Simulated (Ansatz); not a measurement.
**Two runs on BaTiO₃**

System: BaTiO₃ (10 atoms in the cell).
Method of run 1: DFT with r2SCAN, PAW plane waves, no spin polarisation (Ansatz 0.2.0).

The structure derives from an entry of the Crystallography Open Database. Text and figures count atoms from 1; the logs count them from 0 in places.

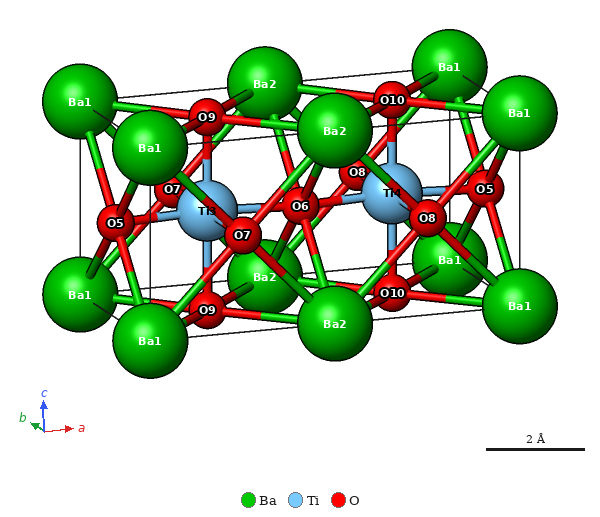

Fig. 1: The structure (ball-and-stick view of the cell of the calculation, seen slightly off an axis; atoms are numbered from 1 in the order of the input).

**Input, run 1**
```yaml
crystal:
  lattice:
    - [-8.06670129, 0.0, 0.0]
    - [0.0, -2.87212104, 2.88097921]
    - [0.0, 2.87212104, 2.88097921]
  atoms:
    - { symbol: Ba, position: [0.0, 0.0, 0.0] }
    - { symbol: Ba, position: [0.5, 0.0, 0.0] }
    - { symbol: Ti, position: [0.25, 0.5079, 0.5079] }
    - { symbol: Ti, position: [0.75, 0.5079, 0.5079] }
    - { symbol: O, position: [0.0, 0.4921, 0.4921] }
    - { symbol: O, position: [0.5, 0.4921, 0.4921] }
    - { symbol: O, position: [0.25, 0.99371, 0.50251] }
    - { symbol: O, position: [0.75, 0.99371, 0.50251] }
    - { symbol: O, position: [0.25, 0.50251, 0.99371] }
    - { symbol: O, position: [0.75, 0.50251, 0.99371] }
  symmetry: { tolerance: 0.0003 }
kpoints:
  mp_grid: { grid: [3, 5, 5], shift: [0, 0, 0] }
magnetization:
  spin_polarized: false
scf:
  occupations: { method: fermi_dirac }
hamiltonian:
  pseudopotentials: { kind: paw }
  xc: r2scan
basis:
  ecutwfc: 500
output:
  forces: true
  stress: true
  eigenvalues: true
```

Launched with:
```bash
ansatz run input.yaml --threads 1 --pin off --max-ram 2560MiB --backend cpu --events-out ev --progress --plain --runs-dir out
```

Hardware: 1 thread of Arm Neoverse V1, 24 GiB of memory available, shared host.

**Output, shortened to warnings, some set-up lines, iterations and results (run 1)**
```
Basis set: ecut = 500 eV, 3429 PW (Γ), exchange–correlation on 240×120×120 points (64 copies of the dense FFT grid, shifted against one another)
Symmetry: 8 space group operations
k-points: 18 of 75 (time reversal used)
Initial density: superposition of atomic densities (neutral atoms: chi_scale 0, normalization atom), corrected by the library's trained network
[...]
SCF iter   1: F=—  HF=-20367.299675 eV  |F-HF|=—  |Δ(HF+E_count)|=         —  Δρ=2.20e-2  dr2=8.35e-1  dr2_τ=4.51e-1  ethr=1.77e-3  ⟨swp⟩=6.6  Hψ=3821  notcnv=0
SCF iter   2: F=—  HF=-20367.475385 eV  |F-HF|=—  |Δ(HF+E_count)|=   1.76e-1  Δρ=1.23e-2  dr2=1.34e-1  dr2_τ=4.82e-2  ethr=1.04e-3  ⟨swp⟩=3.2  Hψ=1699  notcnv=0  defer=30
SCF iter   3: F=—  HF=-20367.457532 eV  |F-HF|=—  |Δ(HF+E_count)|=   1.79e-2  Δρ=3.66e-3  dr2=1.26e-2  dr2_τ=8.97e-4  ethr=1.67e-4  ⟨swp⟩=2.0  Hψ=1344  notcnv=0  defer=30
SCF iter   4: F=—  HF=-20367.455704 eV  |F-HF|=—  |Δ(HF+E_count)|=   1.83e-3  Δρ=1.55e-3  dr2=2.39e-3  dr2_τ=3.69e-4  ethr=1.58e-5  ⟨swp⟩=2.0  Hψ=1392  notcnv=0  defer=30
SCF iter   5: F=—  HF=-20367.455378 eV  |F-HF|=—  |Δ(HF+E_count)|=   3.26e-4  Δρ=3.19e-4  dr2=1.08e-4  dr2_τ=8.56e-6  ethr=2.98e-6  ⟨swp⟩=2.4  Hψ=1301  notcnv=0  defer=30
SCF iter   6: F=—  HF=-20367.455385 eV  |F-HF|=—  |Δ(HF+E_count)|=   6.77e-6  Δρ=7.76e-5  dr2=9.48e-6  dr2_τ=6.08e-7  ethr=1.36e-7  ⟨swp⟩=2.5  Hψ=1455  notcnv=0  defer=30
SCF iter   7: F=—  HF=-20367.455378 eV  |F-HF|=—  |Δ(HF+E_count)|=   7.31e-6  Δρ=4.12e-5  dr2=1.91e-6  dr2_τ=2.36e-7  ethr=1.19e-8  ⟨swp⟩=2.0  Hψ=1380  notcnv=0  defer=30
SCF iter   8: F=—  HF=-20367.455377 eV  |F-HF|=—  |Δ(HF+E_count)|=   3.19e-7  Δρ=9.83e-6  dr2=1.36e-7  dr2_τ=1.26e-8  ethr=2.39e-9  ⟨swp⟩=2.0  Hψ=1390  notcnv=0  defer=30
SCF iter   9: F=-20367.455377 eV  HF=-20367.455377 eV  |F-HF|=3.53e-10  |Δ(HF+E_count)|=   1.36e-8  Δρ=9.30e-7  dr2=6.42e-10  dr2_τ=1.26e-10  ethr=1.25e-10  ⟨swp⟩=8.6  …
SCF 1 converged in 9 iterations: F = -20367.455377 eV  dr2 = 6.42e-10
SCF converged after 9 iterations
Free energy (F): -20367.455377 eV
Harris-Foulkes:  -20367.455377 eV  (|F-HF|=3.53e-10)
Internal energy: -20367.455359 eV  (E = F + TS)
E sigma→0 (E₀):  -20367.455368 eV
Entropy (-TS):   -0.000019 eV (-0.002 meV/atom)
Fermi energy:    10.522447 eV
--- Per-component energies (eV) ---
  E_band       = -394.115068
  E_kinetic    = 1937.735808
  E_local      = -4285.165954  (includes V_loc(G=0)·N_el)
  E_nonlocal   = 398.068450
  E_hartree    = 1663.168683
  E_xc         = -948.128950
  E_vxc        = -1205.131664  (∫ρ·V_xc dr)
  E_paw        = -13568.351162  (= ΣΔE_a)
  E_vpaw       = -639.595126  (= ΣTr[D̂ρ^β])
  E_aug_tail   = 0.005951  (compensation charges beyond the density's cutoff)
  E_vtau       = 73.630326  (kinetic-family band-sum trace: ∫τ·v_τ [+ j·A + Jᵃ·Aᵃ] dr)
  E_ewald      = -5564.230456
  E_core_change = -0.557728  (= ΣΔE_core)
  E_smearing   = -0.000019  (= −TS)
  E_closure    = 0.000000  (closes the sum)
  Σ components = -20367.455377   (vs F -20367.455377, Δ=0.00e0)
--- Forces (eV/Å), atoms counted from 1 ---
  atom   1  Ba     0.00000000    -0.00000000     0.08971981
  atom   2  Ba     0.00000000    -0.00000000     0.08971981
  atom   3  Ti     0.00000000    -0.00000000     0.35555977
  atom   4  Ti     0.00000000    -0.00000000     0.35555977
  atom   5  O      0.00000000    -0.00000000     0.13151762
  atom   6  O      0.00000000    -0.00000000     0.13151762
  atom   7  O      0.00000000     0.12737754    -0.28833347
  atom   8  O      0.00000000     0.12737754    -0.28833347
  atom   9  O      0.00000000    -0.12737754    -0.28833347
  atom  10  O      0.00000000    -0.12737754    -0.28833347
  max |Σ_I F_I| component: 2.61e-4 eV/Å
--- Stress (GPa, compression-positive) ---
       -6.625801       0.000000      -0.000000
        0.000000      -7.158732       0.000000
       -0.000000       0.000000      -7.845163
  P = ⅓ Tr σ = -7.2099 GPa (-72.099 kbar)
```

For run 2 the input was changed thus:
```diff
+accuracy: medium
```

Predict how the results change.

The energy doesn't change within 0.01 meV per atom. The number of SCF iterations is the same.

**Output, shortened to warnings, some set-up lines, iterations and results (run 2)**
```
Basis set: ecut = 500 eV, 3429 PW (Γ), exchange–correlation on 240×120×120 points (64 copies of the dense FFT grid, shifted against one another)
Symmetry: 8 space group operations
k-points: 18 of 75 (time reversal used)
Initial density: superposition of atomic densities (neutral atoms: chi_scale 0, normalization atom), corrected by the library's trained network
[...]
SCF iter   1: F=—  HF=-20367.299675 eV  |F-HF|=—  |Δ(HF+E_count)|=         —  Δρ=2.20e-2  dr2=8.35e-1  dr2_τ=4.51e-1  ethr=1.77e-3  ⟨swp⟩=6.6  Hψ=3821  notcnv=0
SCF iter   2: F=—  HF=-20367.475385 eV  |F-HF|=—  |Δ(HF+E_count)|=   1.76e-1  Δρ=1.23e-2  dr2=1.34e-1  dr2_τ=4.82e-2  ethr=1.04e-3  ⟨swp⟩=3.2  Hψ=1699  notcnv=0  defer=30
SCF iter   3: F=—  HF=-20367.457532 eV  |F-HF|=—  |Δ(HF+E_count)|=   1.79e-2  Δρ=3.66e-3  dr2=1.26e-2  dr2_τ=8.97e-4  ethr=1.67e-4  ⟨swp⟩=2.0  Hψ=1344  notcnv=0  defer=30
SCF iter   4: F=—  HF=-20367.455704 eV  |F-HF|=—  |Δ(HF+E_count)|=   1.83e-3  Δρ=1.55e-3  dr2=2.39e-3  dr2_τ=3.69e-4  ethr=1.58e-5  ⟨swp⟩=2.0  Hψ=1392  notcnv=0  defer=30
SCF iter   5: F=—  HF=-20367.455378 eV  |F-HF|=—  |Δ(HF+E_count)|=   3.26e-4  Δρ=3.19e-4  dr2=1.08e-4  dr2_τ=8.56e-6  ethr=2.98e-6  ⟨swp⟩=2.4  Hψ=1301  notcnv=0  defer=30
SCF iter   6: F=—  HF=-20367.455385 eV  |F-HF|=—  |Δ(HF+E_count)|=   6.77e-6  Δρ=7.76e-5  dr2=9.48e-6  dr2_τ=6.08e-7  ethr=1.36e-7  ⟨swp⟩=2.5  Hψ=1455  notcnv=0  defer=30
SCF iter   7: F=—  HF=-20367.455378 eV  |F-HF|=—  |Δ(HF+E_count)|=   7.31e-6  Δρ=4.12e-5  dr2=1.91e-6  dr2_τ=2.36e-7  ethr=1.19e-8  ⟨swp⟩=2.0  Hψ=1380  notcnv=0  defer=30
SCF iter   8: F=—  HF=-20367.455377 eV  |F-HF|=—  |Δ(HF+E_count)|=   3.19e-7  Δρ=9.83e-6  dr2=1.36e-7  dr2_τ=1.26e-8  ethr=2.39e-9  ⟨swp⟩=2.0  Hψ=1390  notcnv=0  defer=30
SCF iter   9: F=-20367.455377 eV  HF=-20367.455377 eV  |F-HF|=3.53e-10  |Δ(HF+E_count)|=   1.36e-8  Δρ=9.30e-7  dr2=6.42e-10  dr2_τ=1.26e-10  ethr=1.25e-10  ⟨swp⟩=8.6  …
SCF 1 converged in 9 iterations: F = -20367.455377 eV  dr2 = 6.42e-10
SCF converged after 9 iterations
Free energy (F): -20367.455377 eV
Harris-Foulkes:  -20367.455377 eV  (|F-HF|=3.53e-10)
Internal energy: -20367.455359 eV  (E = F + TS)
E sigma→0 (E₀):  -20367.455368 eV
Entropy (-TS):   -0.000019 eV (-0.002 meV/atom)
Fermi energy:    10.522447 eV
--- Per-component energies (eV) ---
  E_band       = -394.115068
  E_kinetic    = 1937.735808
  E_local      = -4285.165954  (includes V_loc(G=0)·N_el)
  E_nonlocal   = 398.068450
  E_hartree    = 1663.168683
  E_xc         = -948.128950
  E_vxc        = -1205.131664  (∫ρ·V_xc dr)
  E_paw        = -13568.351162  (= ΣΔE_a)
  E_vpaw       = -639.595126  (= ΣTr[D̂ρ^β])
  E_aug_tail   = 0.005951  (compensation charges beyond the density's cutoff)
  E_vtau       = 73.630326  (kinetic-family band-sum trace: ∫τ·v_τ [+ j·A + Jᵃ·Aᵃ] dr)
  E_ewald      = -5564.230456
  E_core_change = -0.557728  (= ΣΔE_core)
  E_smearing   = -0.000019  (= −TS)
  E_closure    = 0.000000  (closes the sum)
  Σ components = -20367.455377   (vs F -20367.455377, Δ=0.00e0)
--- Forces (eV/Å), atoms counted from 1 ---
  atom   1  Ba     0.00000000    -0.00000000     0.08971981
  atom   2  Ba     0.00000000    -0.00000000     0.08971981
  atom   3  Ti     0.00000000    -0.00000000     0.35555977
  atom   4  Ti     0.00000000    -0.00000000     0.35555977
  atom   5  O      0.00000000    -0.00000000     0.13151762
  atom   6  O      0.00000000    -0.00000000     0.13151762
  atom   7  O      0.00000000     0.12737754    -0.28833347
  atom   8  O      0.00000000     0.12737754    -0.28833347
  atom   9  O      0.00000000    -0.12737754    -0.28833347
  atom  10  O      0.00000000    -0.12737754    -0.28833347
  max |Σ_I F_I| component: 2.61e-4 eV/Å
--- Stress (GPa, compression-positive) ---
       -6.625801       0.000000      -0.000000
        0.000000      -7.158732       0.000000
       -0.000000       0.000000      -7.845163
  P = ⅓ Tr σ = -7.2099 GPa (-72.099 kbar)
```

**The two runs side by side**

```csv
quantity,run 1,run 2
outcome,converged,converged
free energy per atom (eV),−2036.7455,−2036.7455
pressure (GPa),−7.21,−7.21
largest force (eV/Å),0.356,0.356
SCF iterations,9,9
irreducible k-points,18,18
plane waves at Γ,3429,3429
wall time (shared host),35 s,35 s
```

For both runs: The cell is under a tension of 7.2 GPa at this level, so it is not at its equilibrium volume.
